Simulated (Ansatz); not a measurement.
```
CELL_PARAMETERS angstrom
-5.43383 5.43383 -5.43383
5.43383 -5.43383 -5.43383
-5.43383 -5.43383 5.43383
ATOMIC_POSITIONS crystal
Si 0.75283 0.50000 0.99658
Si 0.50000 0.50000 0.25000
Si 0.24658 0.25283 0.75000
Si 0.24658 0.50000 0.50283
Si 0.00000 0.25283 0.99658
Si 0.75342 0.25342 0.25625
Si 0.50000 0.00000 0.75000
Si 0.50625 0.25342 0.50342
Si 0.24717 0.99375 0.99717
Si 0.00000 0.00000 0.25000
Si 0.75283 0.74658 0.75000
Si 0.75342 0.00625 0.50342
Si 0.49375 0.74717 0.99717
Si 0.24717 0.74717 0.24375
Si 0.00000 0.74658 0.50283
Si 0.23362 0.73362 0.98362
Si 0.00000 0.74847 0.25056
Si 0.75153 0.75209 0.50153
Si 0.50056 0.50000 0.99847
Si 0.50056 0.74847 0.75000
Si 0.24847 0.50000 0.25056
Si 0.00000 0.50000 0.51638
Si 0.75153 0.25153 0.00209
Si 0.76638 0.50000 0.75000
Si 0.49944 0.24791 0.24944
Si 0.25209 0.25153 0.50153
Si 0.00000 0.00056 0.99847
Si 0.00000 0.26638 0.75000
Si 0.74791 0.99944 0.24944
Si 0.49944 0.99944 0.49791
Si 0.24847 0.00056 0.75000
```

Spin-polarised.

Computed with DFT PBEsol, scalar-relativistic, plane waves, PAW (Ansatz 0.2.0).

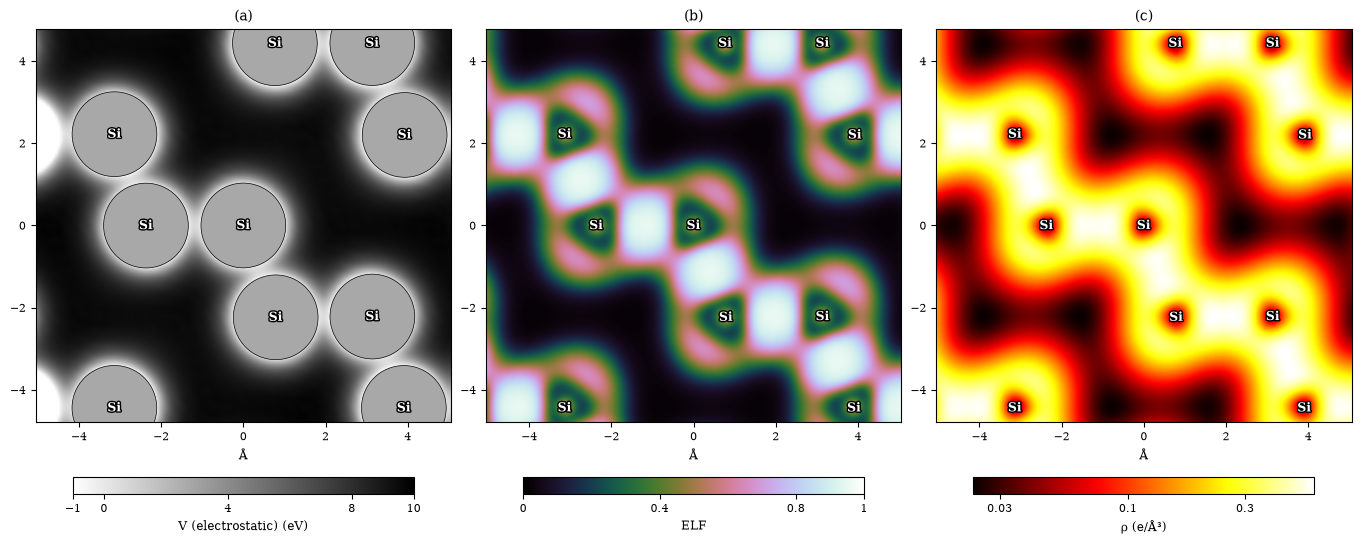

Si (cell with a defect). (a) electrostatic potential (local pseudopotential plus Hartree) felt by an electron; (b) electron localisation function; (c) valence pseudo-density on the (010) plane of the calculation cell. Grey discs cover the atomic cores in the potential map.

In a PAW calculation such maps are meaningful between the atoms, not at the nuclei.

### Read the bonding off the picture.

- Atoms in the plane: Si.
- Si–Si (2.37 Å): ρ at the midpoint is about 0.55 e/Å³; the ELF peaks at about 0.95 between the atoms.
- Between the atoms the lowest density in this plane is 0.02 e/Å³.
- Outside the cores the potential energy rises away from the atoms and is highest about 2.2 Å from the nearest atoms; its zero is arbitrary.

### Does the calculation give a band gap?

It is gapless in this calculation (a metal or semimetal).
